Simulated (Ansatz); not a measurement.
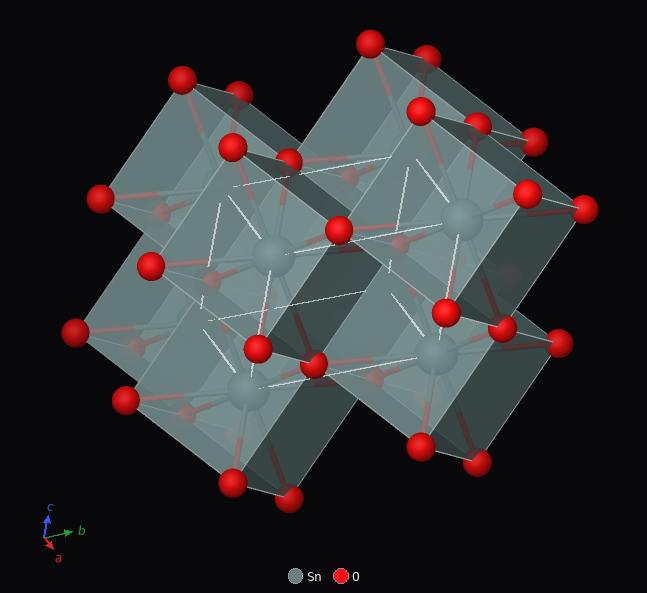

Shown here is a polyhedral view of the crystal, taken slightly off an axis. The simulation cell is outlined; an atom on or near a face, edge or corner is repeated at each equivalent position. Some atoms of the next cells are drawn as well.

Input used:
```yaml
crystal:
  lattice:
    - [0.0, 2.5201700745, 2.5201700745]
    - [2.5201700745, 0.0, 2.5201700745]
    - [2.5201700745, 2.5201700745, 0.0]
  atoms:
    - { symbol: Sn, position: [0.0, 0.0, 0.0] }
    - { symbol: O, position: [0.25, 0.25, 0.25] }
    - { symbol: O, position: [0.75, 0.75, 0.75] }
basis:
  ecutwfc: 420
kpoints:
  mp_grid: { grid: [14, 14, 14] }
hamiltonian:
  xc: pbe
scf:
  occupations: { method: gaussian, width: 0.1 }
output:
  forces: true
  stress: true
  eigenvalues: true
```
Run as:
```sh
ansatz run input.yaml --threads 1 --pin off --max-ram 1331MiB --backend cpu --events-out ev --progress --plain --runs-dir out
```

Electronic-structure method: DFT PBE, scalar-relativistic, plane waves, PAW (Ansatz 0.2.0). Parameters: 420 eV cutoff, k-grid 14×14×14, Gaussian smearing of 0.1 eV, no spin polarisation.

### What is the electronic character?

A semiconductor at this level, with a gap of 0.45 eV on the k-mesh (the true edges may lie between mesh points, so the gap can be somewhat smaller).

### Which way would the volume go on relaxing?

The computed pressure is 13.1 GPa (compressed: it would expand).

The structure comes from a structure listed in the Materials Project. The cell was then strained or its atoms displaced on purpose. Ansatz was used for an electronic-structure calculation on it.

At this level of theory the cell isn't at rest (compressed, at 13 GPa), so its distances can differ from those at equilibrium, the more so the softer the solid.
